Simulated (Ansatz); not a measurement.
Consider BP.

Input

```
crystal:
  lattice:
    - [2.2770515121, 2.2770515121, 0.0]
    - [-2.2770515121, 2.2770515121, 0.0]
    - [0.0, 0.0, 4.3845954675]
  atoms:
    - { symbol: B, position: [0.0, 0.0, 0.0] }
    - { symbol: B, position: [0.5, 0.5, 0.5] }
    - { symbol: P, position: [0.5, 0.0, 0.75] }
    - { symbol: P, position: [0.0, 0.5, 0.25] }
basis:
  ecutwfc: 420
kpoints:
  mp_grid: { grid: [8, 8, 6] }
hamiltonian:
  xc: pbesol
scf:
  occupations: { method: gaussian, width: 0.02 }
output:
  forces: true
  stress: true
  eigenvalues: true
  write_density: true
  write_potential: true
  elf: true
  volumetric_format: npy
relax:
  adjacent_minimum: "off"
  f_tol: 0.008
  max_steps: 40
  cell: { stress_tol: 0.015, fix: [c, angles] }
```

Command:

```sh
ansatz run input.yaml --threads 1 --pin off --max-ram 2560MiB --backend cpu --events-out ev --progress --plain --runs-dir out
```

Below, planes, directions and counts refer to the conventional cell (a = 3.22 Å, b = 3.22 Å, c = 4.38 Å, α = 90.00°, β = 90.00°, γ = 90.00°).

The fields are those of the run's last geometry, not of the input's.

Space group I-4m2; a structure from a database of computed crystals, not necessarily the ambient phase; changed on purpose from its base cell (uniaxial strain along c, a, b and atoms relaxed: -3.0 %); computed pressure about 3 GPa in this cell.

Computed with DFT PBEsol, scalar-relativistic, plane waves, PAW in Ansatz 0.2.0.

> Predict the valence pseudo-density and electron localisation function between the atoms.

B–P (1.95 Å): ρ at the midpoint is about 0.91 e/Å³; the ELF peaks at about 0.95 between the atoms, as expected for a shared electron pair.

> Metal or insulator at this level of theory?

It is gapped, with a Kohn–Sham gap of 0.54 eV on the k-point mesh, an upper bound to the gap of this method.

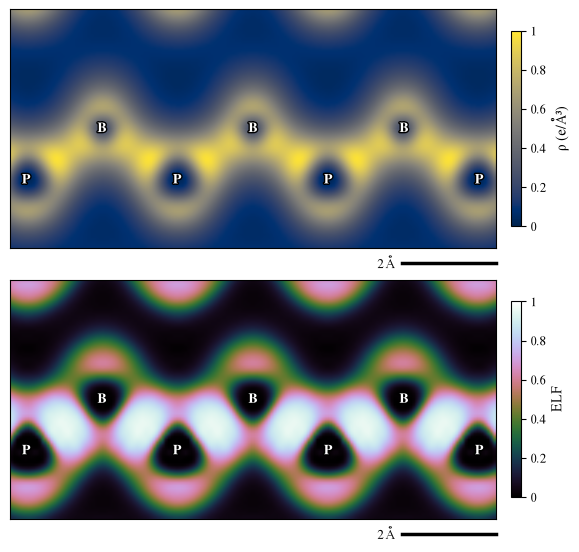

Computed valence pseudo-density and electron localisation function on the (010) plane of the conventional cell, in this order. 
